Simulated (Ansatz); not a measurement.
Structure: a (001) slab cut from C (R-3m), 32 atoms in the cell; a = 9.86 Å, b = 9.86 Å, c = 16.00 Å, α = 90.00°, β = 90.00°, γ = 120.00°.

Level of theory: DFT PBE+D3(BJ), scalar-relativistic, plane waves, PAW, no spin polarisation, 2×2×1 k mesh; code Ansatz 0.2.0.

What does the potential across the slab give for the band edges against vacuum?

From the vacuum level at the right face the ionisation potential is 5.26 eV and the electron affinity 3.29 eV; the left face gives the same. The slab's gap, their difference before rounding, is 1.97 eV. The two vacuum levels agree, so the slab has no net dipole along its normal. It is one flat layer of atoms in a cell 16.0 Å high.

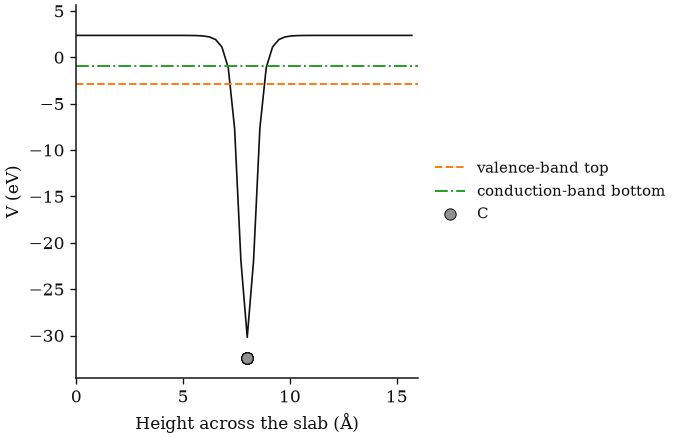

Plane-averaged electrostatic potential energy of an electron across the slab; circles at the bottom mark the heights of the atoms (positions after relaxation).
